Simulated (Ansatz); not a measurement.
# Energy of Pd along an even scaling of the cell

System: Pd (Im-3m, 1 atom in the cell).
Method: Kohn-Sham DFT of a periodic cell, PBEsol, Ansatz PAW, no spin polarisation (Ansatz 0.2.0).

The 6 runs differ only in the geometry, by an even scaling of the cell at fixed fractional positions. The structure derives from a Materials Project entry.

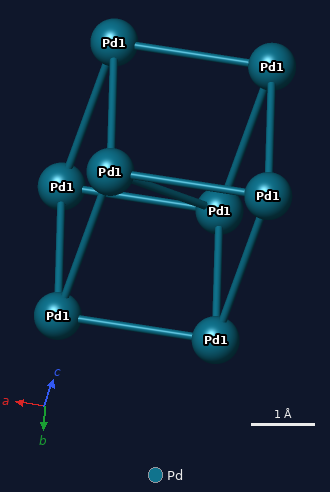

Figure 1. The structure of run 4 (ball-and-stick view of the cell of the calculation, seen at an oblique angle; atoms are numbered from 1 in the order of the input).

### Input of run 4
```yaml
crystal:
  lattice:
    - [-1.5826937604, 1.5826937604, 1.5826937604]
    - [1.5826937604, -1.5826937604, 1.5826937604]
    - [1.5826937604, 1.5826937604, -1.5826937604]
  atoms:
    - { symbol: Pd, position: [0.0, 0.0, 0.0] }
hamiltonian:
  xc: pbesol
  pseudopotentials: { kind: paw }
kpoints:
  mp_grid: { grid: [12, 12, 12] }
scf:
  occupations: { method: fermi_dirac, width: 0.05 }
output:
  forces: true
  stress: true
  eigenvalues: true
```

Command:
```bash
ansatz run input.yaml --threads 2 --pin off --max-ram 5632MiB --backend cpu --events-out ev --progress --plain --runs-dir out
```

Lattice vectors (Å) and fractional positions of run 4:
```
  -1.582694    1.582694    1.582694
   1.582694   -1.582694    1.582694
   1.582694    1.582694   -1.582694
Pd  0.000000  0.000000  0.000000
```

Run 5 differs from it as follows:
```diff
-    - [-1.5826937604, 1.5826937604, 1.5826937604]
-    - [1.5826937604, -1.5826937604, 1.5826937604]
-    - [1.5826937604, 1.5826937604, -1.5826937604]
+    - [-1.5929712806, 1.5929712806, 1.5929712806]
+    - [1.5929712806, -1.5929712806, 1.5929712806]
+    - [1.5929712806, 1.5929712806, -1.5929712806]
```

### Results, with one run withheld

```csv
run,volume per atom (Å³),"free energy per atom, from the lowest run given (meV)",pressure (GPa)
1,14.614,0.00,0.62
2,14.925,2.80,−3.41
3,15.236,12.90,−6.93
4,15.858,51.41,−12.65
5,16.169,?,?
6,16.480,109.26,−16.95
```

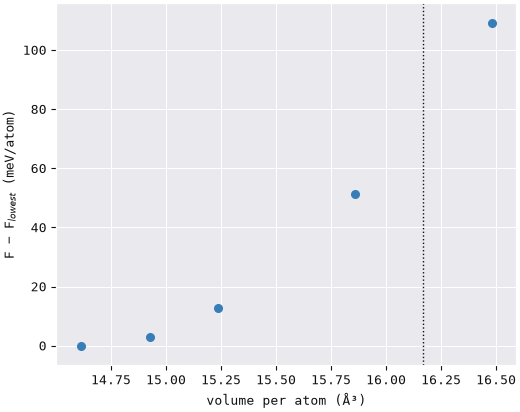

Figure 2. Free energy per atom of the runs given; the dotted line marks run 5.

What should run 5 give?

A cubic polynomial in V^(−2/3) (the Birch–Murnaghan form), fitted to the 5 runs given, misses them by at most 0.01 meV per atom. With x = V^(−2/3) − 0.16156 Å⁻², it reads F = 20.815 − 7660 x + 6.8422e+05 x² + 3.2398e+06 x³ (meV per atom). At run 5 it gives 78.25 meV per atom, and the run itself gives 78.25. The slope of the fit gives a pressure −dF/dV of −14.95 GPa there, and the run prints −14.95 GPa. The fit has its minimum at 14.659 Å³ per atom, where V d²F/dV² gives 199 GPa: the bulk modulus at this level, since symmetry fixes the shape and the positions.

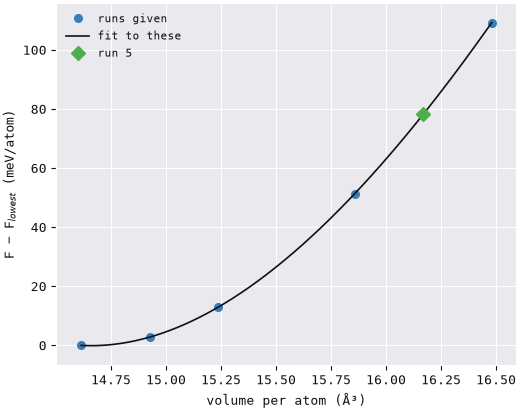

Figure 3. The fit and the withheld run.

### Output, shortened to warnings, some set-up lines, iterations and results (run 5)
```
Basis set: ecut = 420 eV, 321 PW (Γ), exchange–correlation on 40×40×40 points (8 copies of the dense FFT grid, shifted against one another)
Symmetry: 48 space group operations
k-points: 72 of 1728
Initial density: superposition of atomic densities (neutral atoms: chi_scale 0, normalization atom), corrected by the library's trained network
[...]
SCF iter   1: F=—  HF=-6906.526080 eV  |F-HF|=—  |Δ(HF+E_count)|=         —  Δρ=1.02e-2  dr2=1.49e-2  ethr=1.77e-3  ⟨swp⟩=5.2  Hψ=5357  notcnv=0
SCF iter   2: F=—  HF=-6906.523426 eV  |F-HF|=—  |Δ(HF+E_count)|=   2.65e-3  Δρ=5.91e-3  dr2=4.37e-3  ethr=8.28e-5  ⟨swp⟩=2.6  Hψ=2243  notcnv=0
SCF iter   3: F=—  HF=-6906.522183 eV  |F-HF|=—  |Δ(HF+E_count)|=   1.24e-3  Δρ=1.41e-3  dr2=5.44e-5  ethr=2.43e-5  ⟨swp⟩=2.1  Hψ=1340  notcnv=0
SCF iter   4: F=—  HF=-6906.522216 eV  |F-HF|=—  |Δ(HF+E_count)|=   3.28e-5  Δρ=7.87e-5  dr2=3.48e-7  ethr=3.02e-7  ⟨swp⟩=2.4  Hψ=1455  notcnv=0
SCF iter   5: F=-6906.522216 eV  HF=-6906.522216 eV  |F-HF|=1.28e-8  |Δ(HF+E_count)|=   1.37e-7  Δρ=2.32e-5  dr2=2.70e-8  ethr=1.93e-9  ⟨swp⟩=2.2  Hψ=1521  notcnv=0
SCF iter   6: F=-6906.522216 eV  HF=-6906.522216 eV  |F-HF|=9.09e-13  |Δ(HF+E_count)|=   1.42e-8  Δρ=4.62e-7  dr2=7.27e-12  ethr=1.50e-10  ⟨swp⟩=1.3  Hψ=2808  notcnv=0
SCF 1 converged in 6 iterations: F = -6906.522216 eV  dr2 = 7.27e-12
SCF converged after 6 iterations
Free energy (F): -6906.522216 eV
Harris-Foulkes:  -6906.522216 eV  (|F-HF|=9.09e-13)
Internal energy: -6906.510984 eV  (E = F + TS)
E sigma→0 (E₀):  -6906.516600 eV
Entropy (-TS):   -0.011233 eV (-11.233 meV/atom)
Fermi energy:    17.301352 eV
--- Per-component energies (eV) ---
  E_band       = -175.144980
  E_kinetic    = 511.570883
  E_local      = -1876.788472  (includes V_loc(G=0)·N_el)
  E_nonlocal   = 219.628510
  E_hartree    = 754.914171
  E_xc         = -166.607174
  E_vxc        = -209.732566  (∫ρ·V_xc dr)
  E_paw        = -3684.890153  (= ΣΔE_a)
  E_vpaw       = -329.651964  (= ΣTr[D̂ρ^β])
  E_aug_tail   = 0.000231  (compensation charges beyond the density's cutoff)
  E_ewald      = -2664.641505
  E_core_change = 0.302524  (= ΣΔE_core)
  E_smearing   = -0.011233  (= −TS)
  E_closure    = 0.000000  (closes the sum)
  Σ components = -6906.522216   (vs F -6906.522216, Δ=0.00e0)
--- Forces (eV/Å), atoms counted from 1 ---
  atom   1  Pd    -0.00000000     0.00000000     0.00000000
  max |Σ_I F_I| component: 1.19e-31 eV/Å
--- Stress (GPa, compression-positive) ---
      -14.954996       0.000000       0.000000
        0.000000     -14.954996       0.000000
       -0.000000      -0.000000     -14.954996
  P = ⅓ Tr σ = -14.9550 GPa (-149.550 kbar)
```
